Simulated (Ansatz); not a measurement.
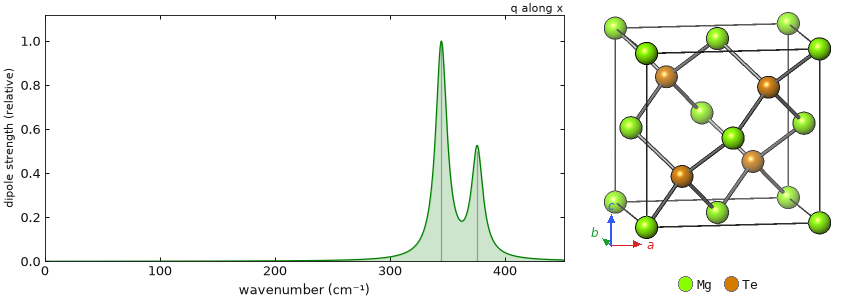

The figure shows the polar optical modes, transverse and longitudinal, approaching the zone centre along x for MgTe, space group F-43m (No. 216). Lines are broadened by Lorentzians of 12 cm⁻¹ full width; the spectrum is scaled to its strongest line. The conventional cell is drawn beside the plot.

Structure:
```cif
data_structure
_symmetry_space_group_name_H-M 'P 1'
_symmetry_Int_Tables_number 1
_cell_length_a 4.1466
_cell_length_b 4.1466
_cell_length_c 4.1466
_cell_angle_alpha 60.000
_cell_angle_beta 60.000
_cell_angle_gamma 60.000
_cell_volume 50.41
loop_
_atom_site_label
_atom_site_type_symbol
_atom_site_fract_x
_atom_site_fract_y
_atom_site_fract_z
_atom_site_occupancy
Mg1 Mg 0.00000 0.00000 0.00000 1
Te1 Te 0.75000 0.75000 0.75000 1
```

Calculation (Ansatz 0.2.0): optical phonons of an insulator on the approach to the zone centre along x, y and z with the field of polar modes, imaginary frequencies are negative, field response on a mesh refined by the program; plane waves with PAW datasets. Level: LDA, no spin polarisation.

```csv
setting,value
wave cutoff,420 eV
k mesh,8×8×8
occupations,fixed
pressure,16 GPa
```

### Which of the stronger lines are transverse and which longitudinal?

The transverse (TO, twofold) lines lie at 344.7 and the longitudinal (LO) ones at 375.9 cm⁻¹, the same along x, y and z by the cubic symmetry.
